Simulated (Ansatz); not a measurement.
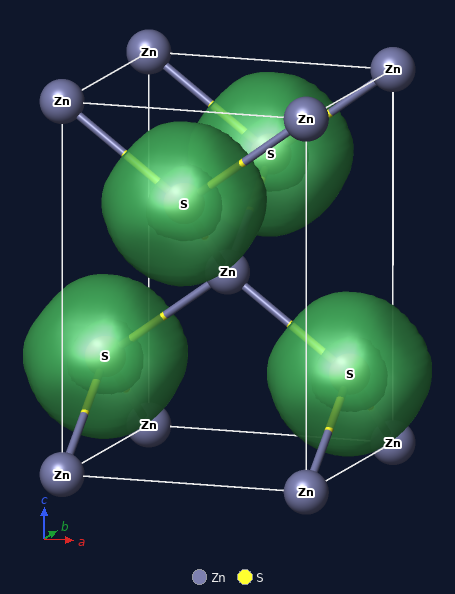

Figure 1: ZnS. Isosurface of the electron localisation function at 0.7 (green), seen slightly off an axis. Only the valence region is drawn (cores and ρ < 0.01 e/Å³ removed). Sticks mark near contacts.

Space group I-4m2; changed on purpose from its base cell (strain +0.000 along x and y, +0.040 along z, atoms carried along); computed pressure about −4 GPa in this cell.

Computed with Ansatz, DFT r2SCAN, scalar-relativistic, plane waves, PAW.

In a PAW calculation such maps are meaningful between the atoms, not at the nuclei.

Input

```
crystal:
  lattice:
    - [0.0, 2.70465, 2.812836]
    - [2.70465, 0.0, 2.812836]
    - [2.70465, 2.70465, 0.0]
  atoms:
    - { symbol: Zn, position: [0.0, 0.0, 0.0] }
    - { symbol: S, position: [0.75, 0.75, 0.75] }
basis:
  ecutwfc: 500
kpoints:
  mp_grid: { grid: [8, 8, 8] }
hamiltonian:
  xc: r2scan
scf:
  occupations: { method: gaussian, width: 0.05 }
output:
  forces: true
  stress: true
  eigenvalues: true
  write_density: true
  write_potential: true
  elf: true
  volumetric_format: npy
```

Run with:

```sh
ansatz run input.yaml --threads 1 --pin off --max-ram 2560MiB --backend cpu --events-out ev --progress --plain --runs-dir out
```

Below, planes, directions and counts refer to the conventional cell (a = 3.82 Å, b = 3.82 Å, c = 5.63 Å, α = 90.00°, β = 90.00°, γ = 90.00°).

Question: What do the ELF domains correspond to?

Answer: The surface consists of two regions wrapped around S (the valence shell of each), counted in one cell of 4 atoms. Regions shared between cells count once.

Values along the shortest contacts:
Zn–S (2.37 Å): the ELF peaks at about 0.90 in the valence shell of S, 0.8 Å from its nucleus, and is about 0.60 at the midpoint.

Question: Does the calculation make it a metal, or give it a gap?

Answer: It is gapped, with a Kohn–Sham gap of 2.4 eV on the k-point mesh, an upper bound to the gap of this method.
